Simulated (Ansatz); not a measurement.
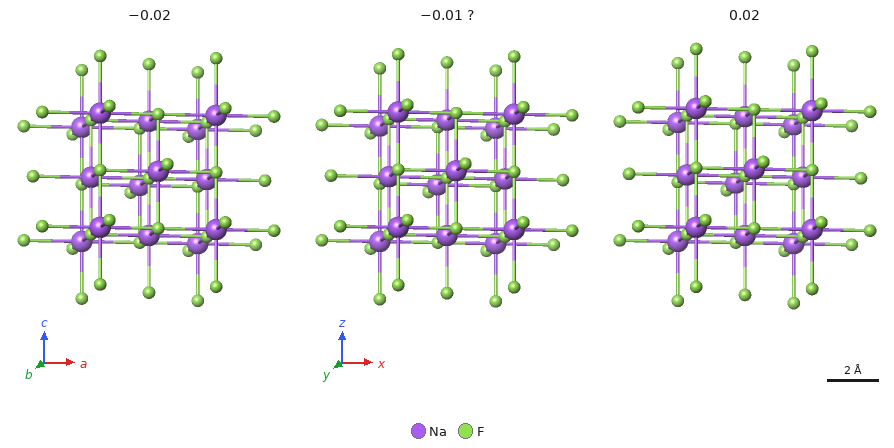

Energy scan for a crystal of NaF (Fm-3m), in which the cell is strained along z alone, with the atoms kept at their fractional coordinates. x, y and z are the Cartesian axes of the input. A ball-and-stick model of the conventional cell (4 times the calculation's cell), seen along the b axis, with a slight tilt. Lengths and directions refer to the drawn axes.

These are results of DFT PBE, scalar-relativistic, plane waves, PAW in Ansatz, not measurements. (plane-wave cutoff 420 eV; k-point mesh 8 × 8 × 8; occupations gaussian; smearing width 0.05 eV; no spin polarisation). Energies (free energies at the smearing named) are counted from the cell as listed in its source, which wasn't relaxed.

```
 strain  E − E(ref) (meV/atom)
−0.0200                   4.44
−0.0150                   2.97
−0.0100                      ?
−0.0050                   0.75
 0.0000                   0.00
 0.0050                  −0.61
 0.0100                  −0.98
 0.0150                  −1.18
 0.0175                  −1.20
 0.0200                  −1.18
```

Question: Fill in the missing row.

Answer: A straight line between the two neighbours gives 1.86 meV/atom. A cubic through the four nearest rows (−0.0200, −0.0150, −0.0050, 0.0000) gives, with Lagrange weights, (−0.1667)(4.44) + (0.6667)(2.97) + (0.6667)(0.75) + (−0.1667)(0.00) = 1.74 meV/atom. The calculation gives 1.72 meV/atom, so the cubic is 0.02 meV/atom too high and the straight line 0.14 meV/atom too high, as the curve bends upwards here.

The whole profile:

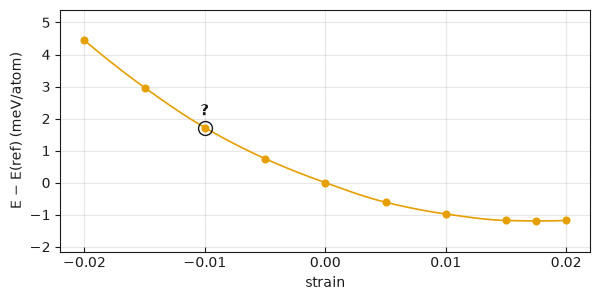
